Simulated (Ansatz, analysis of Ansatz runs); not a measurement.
# F+ centre in corundum: optical absorption band, HSE06 on PBE structures, part 2 of 2

Aim: the optical absorption band of the F+ centre in corundum, to be set beside the measurement. Set-up: HSE06 on PBE structures, 80-site cell, PBE lattice, 420 eV, k: the zone centre alone. The model is a cell of 80 host atoms with 1 O taken out. The excitation energy is a difference of total energies with one electron moved up within one spin channel. Exact exchange opens the gap, stiffens bonds and lessens the self-interaction error, at many times the cost.

Ansatz 0.2.0; HSE06 on PBE structures, 80-site cell, PBE lattice, 420 eV, k: the zone centre alone.

So far: The structure; Relaxation, charge +1.

## (3) Ground state

Both spins' levels are needed to pick the two between which the electron moves, so the ground state is solved with empty bands.

This step: plane-wave PAW DFT, HSE06; single point of a defect supercell on the structure relaxed with PBE.

File ground/input.yaml:

```yaml
crystal:
  lattice:
    - [4.80871308, 2.77631179, 8.74900355]
    - [-4.80871308, 2.77631179, 8.74900355]
    - [0.0, -5.55262359, 8.74900355]
  atoms:
    - { symbol: Al, position: [0.175013917, 0.177893923, 0.174916497] }
    - { symbol: Al, position: [0.073770727, 0.074436748, 0.072118343] }
[... 5 atom lines left out ...]
    - { symbol: O, position: [0.225718009, 0.020440953, 0.377875156] }
[... 6 atom lines left out ...]
    - { symbol: O, position: [0.278195452, 0.474253096, 0.625236161] }
[... 7 atom lines left out ...]
    - { symbol: Al, position: [0.319858326, 0.830214711, 0.313886227] }
    - { symbol: Al, position: [0.430141674, 0.936113773, 0.419785289] }
[... 1 atom line left out ...]
    - { symbol: O, position: [0.127268205, 0.777374284, 0.472790405] }
    - { symbol: O, position: [0.469154887, 0.626955918, 0.283388368] }
[... 3 atom lines left out ...]
    - { symbol: Al, position: [0.163499839, 0.672135799, 0.684427602] }
[... 3 atom lines left out ...]
    - { symbol: O, position: [0.280845113, 0.966611632, 0.623044082] }
[... 1 atom line left out ...]
    - { symbol: O, position: [0.471804548, 0.624763839, 0.775746904] }
[... 27 atom lines left out ...]
    - { symbol: O, position: [0.622731795, 0.777209595, 0.472625716] }
[... 3 atom lines left out ...]
    - { symbol: O, position: [0.524281991, 0.872124844, 0.229559047] }
[... 1 atom line left out ...]
    - { symbol: Al, position: [0.586500161, 0.565572398, 0.577864201] }
[... 7 atom lines left out ...]
    - { symbol: O, position: [0.528239092, 0.875335109, 0.721055766] }
total_charge: 1
basis:
  ecutwfc: 420
  xc_grid: 2
hamiltonian:
  xc: hse06
kpoints:
  mp_grid: { grid: [1, 1, 1] }
magnetization:
  spin_polarized: true
  initial_magnetization: 1
  spin_locking: { lock_magnetization: hard }
scf:
  occupations: { method: fermi_dirac, width: 0.01 }
  max_iter: 120
  n_extra_bands: 20
  lower_state_search: "off"
output:
  forces: true
  eigenvalues: true
checkpoint:
  read: "../relax.run"
  write: "../ground.run"
  compress: false
  write_wavefunctions: true
  write_every: 100000
```

The run is started by

```console
> ansatz run input.yaml --threads 2 --pin off --max-ram 3768MiB --backend cpu --events-out ev --progress --plain --runs-dir out
```

Numbers of over 12 decimals in the logs are rounded to 6 here.

Output:

```text
[...]
Warning: the band count 209 (scf.n_extra_bands) hosts the net moment |M| = 1.0000 μB (N_el = 377) but caps the reachable moment at 2·n_bands − N_el = 41.0000 μB, below the 268 bands that the automatic rule leaves for it — a moment growing past the seed, or [...]
Warning: checkpoint.read: hamiltonian.xc differs: saved pbe, current hse06; the SCF iterates under this deck's functional from the saved state
[...]
exact exchange: scf.exx.singularity resolves to wigner_seitz, which cuts the screened interaction at the faces of the exchange supercell's Wigner-Seitz cell, so that each pair interacts once, at the shortest of its separations (the periodic images that this [...]
[...]
Crystal: 79 atoms, lattice volume = 700.821 Å³
Basis set: ecut = 420 eV, 13757 PW (Γ), exchange–correlation on 144×144×144 points (8 copies of the dense FFT grid, shifted against one another)
[...]
Fermi energy:    10.156468 (↑ 11.437899, ↓ 8.677917) eV
[...]
--- Forces (eV/Å), atoms counted from 1 ---
  atom   1  Al    -0.01888456     0.01944976    -0.05687766
  atom   2  Al     0.00255672     0.00140476     0.04599587
  [... 5 atoms left out ...]
  atom   8  O      0.06027439     0.01266173    -0.00685691
  [... 14 atoms left out ...]
  atom  23  Al    -0.06453109     0.12326257    -0.06608543
  atom  24  Al    -0.07448297     0.11751685     0.06608543
  [... 1 atom left out ...]
  atom  26  O      0.03096934    -0.03211394     0.02450763
  atom  27  O     -0.00153986     0.05006913    -0.00866182
  [... 3 atoms left out ...]
  atom  31  Al    -0.08900601    -0.19931100    -0.17036802
  [... 3 atoms left out ...]
  atom  35  O     -0.04259121     0.02636812     0.00866182
  [... 29 atoms left out ...]
  atom  65  O      0.01232681    -0.04287720    -0.02450763
  [... 3 atoms left out ...]
  atom  69  O     -0.04110257    -0.04586829     0.00685691
  [... 1 atom left out ...]
  atom  71  Al     0.21711139    -0.02257404     0.17036802
  [... 8 atoms left out ...]
  max |Σ_I F_I| component: 2.91e-5 eV/Å
--- Band table (eV) ---
[...]
[key lines of the parts left out:]
Magnetization: 1.0000 μB (189.0000 up, 188.0000 down)
Free energy (F): -44005.492529 eV
```

The job ended after 3.6 min (2 threads of Intel Xeon Platinum 8559C (Emerald Rapids), shared host; peak memory 2 GiB).

In the SCF lines HF is the Harris–Foulkes energy and dr2 the Hartree energy of the density residual, in eV; the loop may stop once dr2 is under the threshold and the program's other checks hold. Hψ counts applications of the Hamiltonian.

Numbers from this step:

| Property | Result |
| --- | --- |
| free energy | -44005.4925 eV |
| total moment | 1 μB |
| integral of the absolute spin density | 1.058 μB |
| spin contamination | 0.001588 |

## (4) Ground state at the level of the structure

The ground state is solved at the level of the structure too, which shows how far its levels are spread.

This step: plane-wave PAW DFT, PBE; single point of a defect supercell.

ground_geo/input.yaml, as its differences from ground/input.yaml of step 3:

```diff
@@ -37,3 +37,3 @@
 hamiltonian:
-  xc: hse06
+  xc: pbe
 kpoints:
@@ -52,5 +52,6 @@
   eigenvalues: true
+  eigenstates: { localisation: true }
 checkpoint:
   read: "../relax.run"
-  write: "../ground.run"
+  write: "../ground_geo.run"
   compress: false
```

Output:

```text
[...]
Crystal: 79 atoms, lattice volume = 700.821 Å³
Basis set: ecut = 420 eV, 13757 PW (Γ), exchange–correlation on 144×144×144 points (8 copies of the dense FFT grid, shifted against one another)
Bands: 209, of which v1, the nominal top of the filled ones, is band 189 counted from 1 (188 counted from 0)
Symmetry: 2 space group operations
[...]
k-points: 1
[...]
SCF iter   1: F=—  HF=-43995.136251 eV  |F-HF|=—  |Δ(HF+E_count)|=         —  Δρ=1.10e-6 (↑1.08e-6 ↓1.10e-6)  dr2=2.29e-8  dr2_m=7.41e-11  M=1.000 μB ∫|m|=1.041 μB  β_m=0.30  ethr=1.90e-11  ⟨swp⟩=5.0  Hψ=1147  notcnv=0
[...]
SCF iter   2: F=-43995.136251 eV  HF=-43995.136251 eV  |F-HF|=7.20e-10  |Δ(HF+E_count)|=   2.15e-9  Δρ=5.75e-7 (↑5.57e-7 ↓5.75e-7)  dr2=6.82e-9  dr2_m=4.72e-11  M=1.000 μB ∫|m|=1.041 μB  ethr=6.06e-12  ⟨swp⟩=2.0  Hψ=803  notcnv=0
[...]
--- Forces (eV/Å), atoms counted from 1 ---
  atom   1  Al     0.00092573     0.00058473     0.00002399
  atom   2  Al    -0.00094487    -0.00031531     0.00036137
  [... 5 atoms left out ...]
  atom   8  O     -0.00041464    -0.00013532     0.00047365
  [... 14 atoms left out ...]
  atom  23  Al     0.00097821    -0.00082793     0.00082978
  atom  24  Al     0.00022790    -0.00126112    -0.00082978
  [... 1 atom left out ...]
  atom  26  O     -0.00047255    -0.00073380     0.00049871
  atom  27  O      0.00102983    -0.00073633    -0.00119345
  [... 3 atoms left out ...]
  atom  31  Al    -0.00037528     0.00062291     0.00003410
  [... 3 atoms left out ...]
  atom  35  O      0.00012277    -0.00126003     0.00119345
  [... 29 atoms left out ...]
  atom  65  O      0.00087176     0.00004234    -0.00049871
  [... 3 atoms left out ...]
  atom  69  O      0.00032451     0.00029143    -0.00047365
  [... 1 atom left out ...]
  atom  71  Al    -0.00035182     0.00063646    -0.00003410
  [... 8 atoms left out ...]
  max |Σ_I F_I| component: 2.56e-5 eV/Å
--- Band table (eV) ---
[...]
[key lines of the parts left out:]
SCF converged after 2 iterations
Magnetization: 1.0000 μB (189.0000 up, 188.0000 down)
Free energy (F): -43995.136251 eV
Fermi energy:    10.331064 (↑ 11.488344, ↓ 9.153738) eV
```

It took 7.5 s on 2 threads; peak memory 1.2 GiB; 14 s of CPU time.

Numbers from this step:

* free energy: -43995.1363 eV
* total moment: 1 μB
* integral of the absolute spin density: 1.045 μB
* spin contamination: 0.002281

States next to the filling edge at the first k-point, on the run's own zero (eigenstates.tsv). The participation number counts the atoms that a state is spread over, of 79; bands count from 0.

```csv
spin,band,energy (eV),occupation,participation,largest share on,share
down,182,7.025,1.00,29.4,O16,0.07
down,183,7.036,1.00,25.3,O9,0.09
down,184,7.042,1.00,24.1,O18,0.09
down,185,7.188,1.00,44.7,O20,0.03
down,186,7.190,1.00,46.5,O18,0.04
down,187,7.231,1.00,45.2,O58,0.04
down,188,11.077,0.00,12.0,Al31,0.17
down,189,13.522,0.00,75.7,Al31,0.02
down,190,14.709,0.00,10.6,Al31,0.19
down,191,15.094,0.00,15.1,Al23,0.12
down,192,15.351,0.00,34.1,O27,0.06
up,183,7.032,1.00,24.3,O5,0.09
up,184,7.038,1.00,24.4,O18,0.09
up,185,7.183,1.00,44.2,O20,0.03
up,186,7.185,1.00,45.6,O18,0.04
up,187,7.227,1.00,44.6,O58,0.04
up,188,9.586,1.00,10.5,Al31,0.18
up,189,13.391,0.00,78.3,O48,0.01
up,190,13.941,0.00,8.0,Al31,0.23
up,191,14.478,0.00,12.3,Al23,0.14
up,192,14.985,0.00,20.7,Al23,0.10
up,193,15.696,0.00,61.9,O58,0.03
```

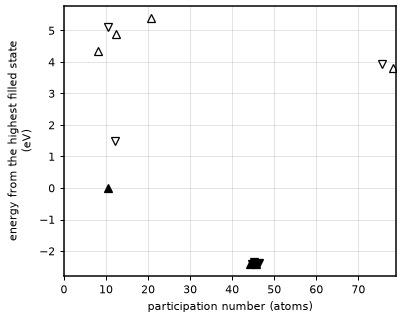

States next to the filling edge at the first k-point: energy against spread. Filled marks are occupied, open marks empty; triangles up and down are the spins.

Under PBE at the zone centre alone, the highest filled state is spin up, spread over 10 of 79 atoms, and the lowest empty one, 1.49 eV above it, is spin down, spread over 12 of 79 atoms.

The atoms' spheres hold 0.26 of the 1 μB, none over 0.03 μB.

## (5) Excited state at the ground state's structure

One electron is moved to the upper level and held there by its overlap; at the ground state's structure the energy difference is the vertical absorption.

This step: plane-wave PAW DFT, HSE06; single point of a defect supercell on the structure relaxed with PBE.

excited/input.yaml, as its differences from ground_geo/input.yaml of step 4:

```diff
@@ -37,3 +37,3 @@
 hamiltonian:
-  xc: pbe
+  xc: hse06
 kpoints:
@@ -45,4 +45,9 @@
 scf:
-  occupations: { method: fermi_dirac, width: 0.01 }
-  max_iter: 120
+  occupations:
+    method: fermi_dirac
+    width: 0.01
+    excite:
+      from: { channel: up, k: 0, band: v1, track: overlap }
+      to: { channel: up, k: 0, band: c1, track: overlap }
+  max_iter: 150
   n_extra_bands: 20
@@ -51,7 +56,5 @@
   forces: true
-  eigenvalues: true
-  eigenstates: { localisation: true }
 checkpoint:
-  read: "../relax.run"
-  write: "../ground_geo.run"
+  read: "../ground.run"
+  write: "../excited.run"
   compress: false
```

Output:

```text
[...]
Warning: checkpoint.read: where the exact-exchange loop starts from the saved orbitals it accepts no state on its first cycle, because this run fills its levels by another recipe than the state's run did (scf.occupations, or the total moment that [...]
[...]
Crystal: 79 atoms, lattice volume = 700.821 Å³
Basis set: ecut = 420 eV, 13757 PW (Γ), exchange–correlation on 144×144×144 points (8 copies of the dense FFT grid, shifted against one another)
Bands: 209, of which v1, the nominal top of the filled ones, is band 189 counted from 1 (188 counted from 0)
Symmetry: 2 space group operations
[...]
k-points: 1
Excitation: hole v1 ↑ at k 0, (0, 0, 0); particle c1 ↑ at k 0, (0, 0, 0); 1.000000e0 electrons a cell; the bands as a deck names them, k counted from 0 among the points solved; in brackets its point in fractional reciprocal coordinates
[...]
[... 5 atoms left out ...]
  atom   8  O      1.20699616    -0.76173478     0.10315979
  [... 14 atoms left out ...]
  atom  23  Al    -0.97319404     1.91131588    -1.81345989
  atom  24  Al    -1.16865109     1.79846870     1.81345989
  [... 1 atom left out ...]
  atom  26  O      0.89648576     0.07405991     1.19094931
  atom  27  O     -0.41588791    -0.51435399     0.81112915
  [... 3 atoms left out ...]
  atom  31  Al    -1.33524429    -2.63513369    -1.63458942
  [... 3 atoms left out ...]
  atom  35  O      0.65338757     0.10299250    -0.81112915
  [... 29 atoms left out ...]
  atom  65  O     -0.51238064    -0.73934949    -1.19094931
  [... 3 atoms left out ...]
  atom  69  O      0.05618359    -1.42615673    -0.10315979
  [... 1 atom left out ...]
  atom  71  Al     2.94971487    -0.16121137     1.63458942
  [... 8 atoms left out ...]
  max |Σ_I F_I| component: 1.46e-7 eV/Å
--- Band table (eV) ---
[...]
guard bands above this table: 18 of the run's 209 bands, where the rule asks 19: the bands that hold charge and the lowest empty level above them stay in the table. [...]
[key lines of the parts left out:]
Converged-ψ floor refinement (derivative, response, wavefunction or occupation consumer): ⟨swp⟩=4.0  Hψ=1391  notcnv=0
Magnetization: 1.0000 μB (189.0000 up, 188.0000 down)
Free energy (F): -44000.527276 eV
Fermi energy:    7.659275 (↑ 9.894796, ↓ 7.657813) eV  (of the remaining states, beside the excitation)
```

Wall time 6.9 min (2 threads); peak memory 2 GiB.

This step gave:

* free energy: -44000.5273 eV
* total moment: 1 μB
* integral of the absolute spin density: 1.061 μB
* spin contamination: 5.10e-4

## (6) Outcome

The level that takes the electron spreads over a large part of the cell (78 of 79 atoms): it is diffuse or a band state, and this cell can't show whether it is bound to the centre. For the record: Vertical absorption energy: computed 4.97 eV, measured 4.8 eV (lower of two bands); 0.17 eV above the measurement.

[Logs are printed without paths, hosts, clocks, repeated set-up lines and the standing remarks that a program may print on its own settings, such as how far it seeks lower states.]

[Hosts, paths, dates, database ids (printed as entryN), source tags and the programs' standing remarks are cut or masked in the printed files.]

[For some hosts the program warned that the k-mesh of the response run may be too coarse for force constants and the static dielectric constant; such warnings are not shown here.]
